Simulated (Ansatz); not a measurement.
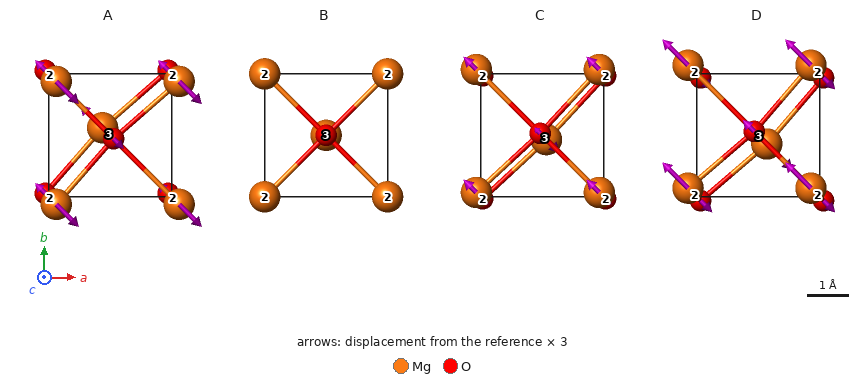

Crystalline MgO (Fm-3m): a normal mode of wave vector (0, 1/2, 1/2) of the primitive cell, folded into a doubled cell, (one arbitrary combination within a set of 2 degenerate modes) is frozen in with the cell fixed, the amplitude being the largest displacement of an atom. Style: ball-and-stick. Shown: the cell of the calculation, along the c axis. Purple arrows: displacements from the reference.

Level of theory: DFT PBEsol, scalar-relativistic, plane waves, PAW (Ansatz 0.2.0). (plane-wave cutoff 420 eV; k-point mesh 8 × 8 × 6; occupations gaussian; smearing width 0.05 eV; no spin polarisation). Energies (free energies at the smearing named) are counted from the cell as listed in its source, which wasn't relaxed.

Order these geometries by energy, lowest first.

Lowest first: B (the amplitude 0.00 Å, 0 meV/cell), C (the amplitude −0.15 Å, 175 meV/cell), A (the amplitude 0.2625 Å, 548 meV/cell), D (the amplitude −0.30 Å, 721 meV/cell). Over the whole scan: the harmonic wavenumber of the mode is 276 cm⁻¹, a stable vibration. Of the computed points the lowest is at the amplitude 0.00 Å, 0 meV/cell. The end points stand at 721 meV/cell (−0.30 Å) and 721 meV/cell (0.30 Å). The well is symmetric. At the highest point the shortest interatomic distance is 1.97 Å, against 2.13 Å in the reference.
